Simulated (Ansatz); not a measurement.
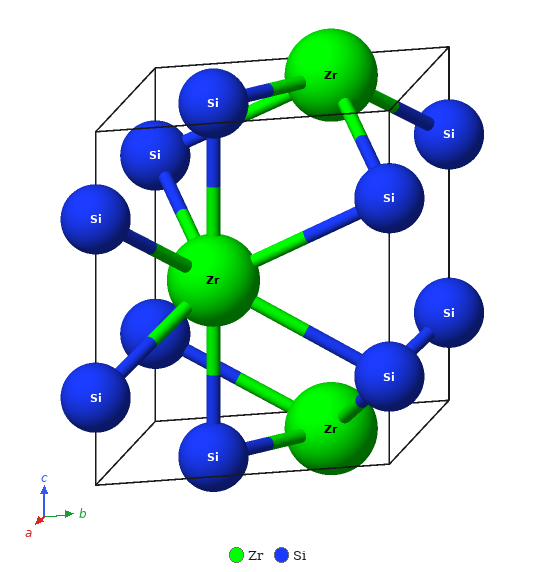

Ball-and-stick drawing of the structure, looking slightly off an axis. Lines trace the edges of the conventional unit cell. Cell: a = 4.50 Å, b = 4.50 Å, c = 5.24 Å, α = 90.00°, β = 90.00°, γ = 120.00°.

The structure comes from a structure type filled with these elements by a generator (whether the compound takes this form wasn't checked). Earlier steps of the study, as a rule a relaxation of our own, may have changed the cell and positions, so they can lie some per cent off the listed ones. Ansatz was used for an electronic-structure calculation on it.

### Caption:

Chemical formula Zr2Si3. Space group P-6m2 (No. 187), lattice primitive hexagonal. The cell has 5 atoms, namely 2 Zr, 3 Si. Zr takes two kinds of site: 1f with eight Si at about 2.6 to 2.9 Å; 1c with nine Si at about 2.6 to 2.9 Å. Not all metal-metal contacts are counted. The bonds build a three-dimensional framework.

All computed values are from Ansatz 0.2.0, DFT PBE, scalar-relativistic, plane waves, PAW. Settings: a basis cut at 420 eV, a 12×12×8 mesh of k-points, Gaussian smearing of 0.1 eV, no spin polarisation.

### Does it come out as a metal, or with a gap?

A metal: bands cross the Fermi level.

### How are the electrons shared out in a Bader analysis?

Zr +1.16 to +1.32 e; Si -0.92 to -0.78 e.

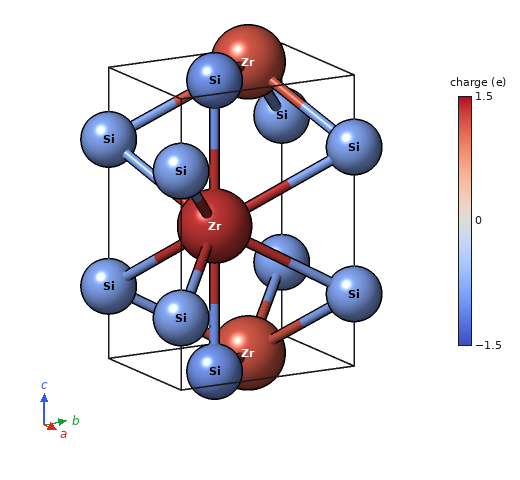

The atoms coloured by those charges. The run's cell of 5 atoms is drawn.

### Do the forces and the stress vanish for this geometry?

Yes. All forces vanish to within 0.01 eV/Å. The pressure is 0.0 GPa, close to zero.
